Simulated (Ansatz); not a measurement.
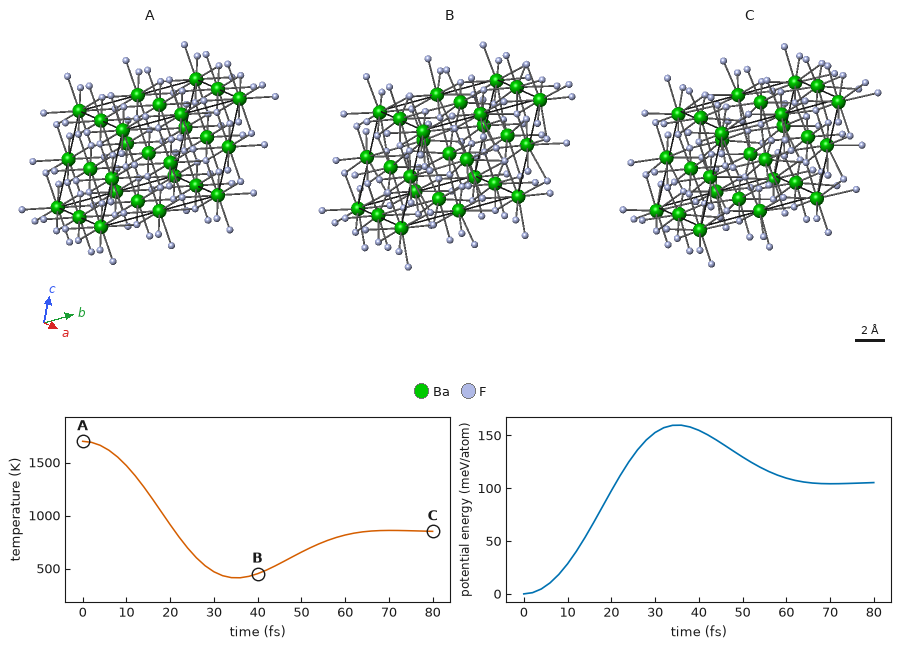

A Born-Oppenheimer molecular dynamics run of a 24-atom cell of BaF₂ (built on the measured structure type), 80 fs long. Frames (A at 0 fs, B at 40 fs, C at 80 fs) and the history of the run. The picture is a ball-and-stick view of the reduced simulation cell, seen slightly off an axis. Bonds to atoms that aren't drawn are left out. Lengths and directions refer to the drawn axes.

Method: DFT, PBE, plane waves, PAW in Ansatz 0.2.0. Set-up: plane-wave cutoff 420 eV; k-point mesh 2 × 2 × 2; Fermi-Dirac smearing 0.146 eV; constant energy (NVE); velocities drawn for 1700 K; time step 2 fs.

The input:
```yaml
crystal:
  lattice:
    - [0.0, 6.1943224824, 6.1943224824]
    - [6.1943224824, 0.0, 6.1943224824]
    - [6.1943224824, 6.1943224824, 0.0]
  atoms:
    - { symbol: Ba, position: [0.0, 0.0, 0.0] }
    - { symbol: F, position: [0.125, 0.125, 0.125] }
    - { symbol: F, position: [0.375, 0.375, 0.375] }
    - { symbol: Ba, position: [0.0, 0.0, 0.5] }
    - { symbol: F, position: [0.125, 0.125, 0.625] }
    - { symbol: F, position: [0.375, 0.375, 0.875] }
    - { symbol: Ba, position: [0.0, 0.5, 0.0] }
    - { symbol: F, position: [0.125, 0.625, 0.125] }
    - { symbol: F, position: [0.375, 0.875, 0.375] }
    - { symbol: Ba, position: [0.0, 0.5, 0.5] }
    - { symbol: F, position: [0.125, 0.625, 0.625] }
    - { symbol: F, position: [0.375, 0.875, 0.875] }
    - { symbol: Ba, position: [0.5, 0.0, 0.0] }
    - { symbol: F, position: [0.625, 0.125, 0.125] }
    - { symbol: F, position: [0.875, 0.375, 0.375] }
    - { symbol: Ba, position: [0.5, 0.0, 0.5] }
    - { symbol: F, position: [0.625, 0.125, 0.625] }
    - { symbol: F, position: [0.875, 0.375, 0.875] }
    - { symbol: Ba, position: [0.5, 0.5, 0.0] }
    - { symbol: F, position: [0.625, 0.625, 0.125] }
    - { symbol: F, position: [0.875, 0.875, 0.375] }
    - { symbol: Ba, position: [0.5, 0.5, 0.5] }
    - { symbol: F, position: [0.625, 0.625, 0.625] }
    - { symbol: F, position: [0.875, 0.875, 0.875] }
kpoints:
  mp_grid: { grid: [2, 2, 2] }
hamiltonian:
  xc: pbe
scf:
  occupations: { method: fermi_dirac, width: 0.146 }
md:
  ensemble: nve
  temperature: 1700
  timestep: 2.0
  n_steps: 40
  initial_velocities: maxwell_boltzmann
  seed: 40
```

Command:
```bash
ansatz run input.yaml --threads 4 --pin off --max-ram 3686MiB --backend cpu --events-out ev --progress --plain --runs-dir out
```

**Describe the run.**

Root-mean-square distances from the starting positions over the second half, with the common drift of all atoms taken out: F 0.29 Å, Ba 0.24 Å. The run lasts only 80 fs, too short to tell vibration from diffusion. The mean temperature in the second half is 744 K (standard deviation 136 K). The first frame carries almost no forces, so kinetic energy first flows into potential energy: the temperature drops from 1700 to 413 K within 36 fs, and without a thermostat its mean stays below the start. The potential energy is still drifting at the end, so the run hasn't reached equilibrium. The potential energy in the second half lies on average 119 meV per atom above the first frame.

The run took 4 min on 4 threads of Arm Neoverse V1, on a shared host, peak memory 1.8 GiB.
